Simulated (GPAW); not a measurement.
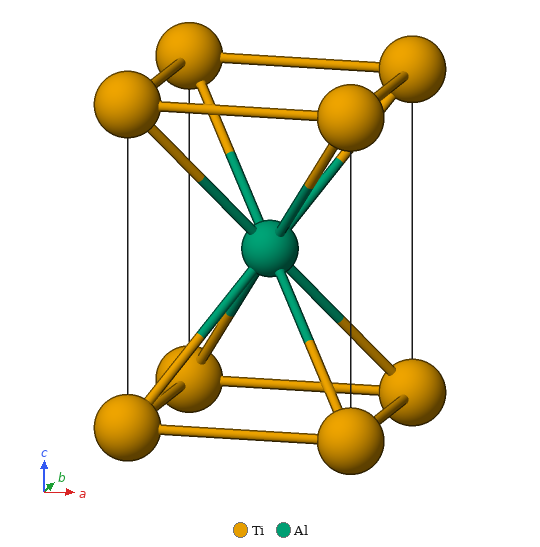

TiAl, space group P4/mmm (No. 123), a = 2.837 Å, b = 2.837 Å, c = 4.059 Å, α = 90.00°, β = 90.00°, γ = 90.00°

```csv
site,Wyckoff,x,y,z
Ti,1a,0.0000,0.0000,0.0000
Al,1d,0.5000,0.5000,0.5000
```

Origin: an entry of the Crystallography Open Database, as set up for an electronic-structure calculation.

> How is the cell volume shared among the sites in a plain Voronoi partition?

```tsv
site	faces above 1 % of the sphere	volume (Å³)	solid angle by neighbour (%)
Ti	12	16.34	Al 66 Ti 34
Al	12	16.34	Ti 66 Al 34
```

Weighted by multiplicity the volumes add up to the cell volume, 32.7 Å³.

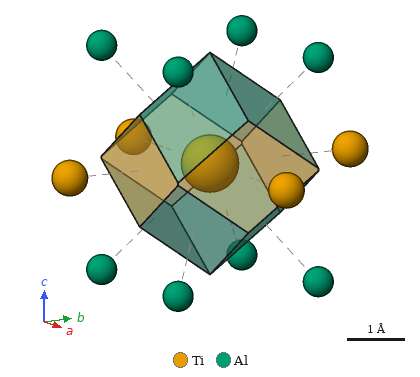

The computed Voronoi cell of Ti, with the neighbours that bound it.
